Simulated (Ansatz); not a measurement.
System: HfSiO₄, space group I4_1/amd (No. 141).

Input of the run:
```
crystal:
  lattice:
    - [-3.2908246607, 3.2908246607, 2.9857636491]
    - [3.2908246607, -3.2908246607, 2.9857636491]
    - [3.2908246607, 3.2908246607, -2.9857636491]
  atoms:
    - { symbol: Hf, position: [0.75, 0.25, 0.5] }
    - { symbol: Hf, position: [0.0, 0.0, 0.0] }
    - { symbol: Si, position: [0.25, 0.75, 0.5] }
    - { symbol: Si, position: [0.5, 0.5, 0.0] }
    - { symbol: O, position: [0.1352530585, 0.3198799958, 0.8153730627] }
    - { symbol: O, position: [0.0698799958, 0.7545069331, 0.6846269373] }
    - { symbol: O, position: [0.5045069331, 0.3198799958, 0.1846269373] }
    - { symbol: O, position: [0.0698799958, 0.3852530585, 0.3153730627] }
    - { symbol: O, position: [0.6147469415, 0.9301200042, 0.6846269373] }
    - { symbol: O, position: [0.6801200042, 0.8647469415, 0.1846269373] }
    - { symbol: O, position: [0.2454930669, 0.9301200042, 0.3153730627] }
    - { symbol: O, position: [0.6801200042, 0.4954930669, 0.8153730627] }
kpoints:
  mp_grid: { grid: [6, 6, 6] }
hamiltonian:
  xc: pbe
scf:
  occupations: { method: fixed }
dielectric: {}
```

Launched with:
```bash
ansatz run input.yaml --threads 4 --pin off --max-ram 7372MiB --backend cpu --events-out ev --progress --plain --runs-dir out
```

Computed with Ansatz 0.2.0: Born effective charges by linear response at the zone centre, in units of the proton charge, Cartesian axes of the given cell; DFT, PBE, plane waves, PAW. Level: PBE, no spin polarisation.

periodic directions 3; potentials PAW; wave cutoff 420 eV; k mesh 6×6×6.

Describe the result: the mean Born effective charge of each atom. The cases: Hf 1; Hf 2; Si 1; Si 2; O 1; O 2; O 3; O 4; O 5; O 6; O 7; O 8.

Hf 1 and Hf 2 share the largest size, 5.08 e, and the charges add up to 0.00 e. O 1, O 2, O 3, O 4, O 5, O 6, O 7 and O 8 are equally anisotropic; for O 1: its diagonal components run from −3.09 to −1.15 e. The Born charge xx, in e, is 5.299 for Hf 1, 5.299 for Hf 2, 3.177 for Si 1, 3.177 for Si 2, −1.145 for O 1, −3.093 for O 2, −1.145 for O 3, −3.093 for O 4, −1.145 for O 5, −3.093 for O 6, −1.145 for O 7 and −3.093 for O 8. The Born charge zz, in e, is 4.632 for Hf 1, 4.632 for Hf 2, 4.317 for Si 1, 4.317 for Si 2, −2.237 for O 1, −2.237 for O 2, −2.237 for O 3, −2.237 for O 4, −2.237 for O 5, −2.237 for O 6, −2.237 for O 7 and −2.237 for O 8.

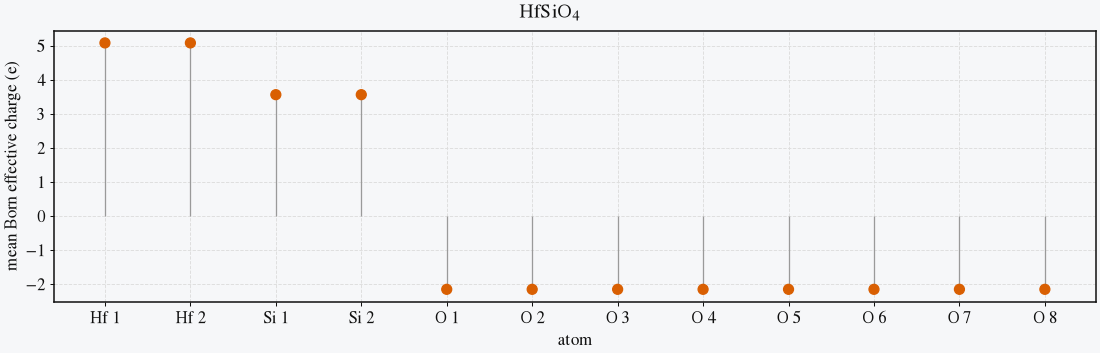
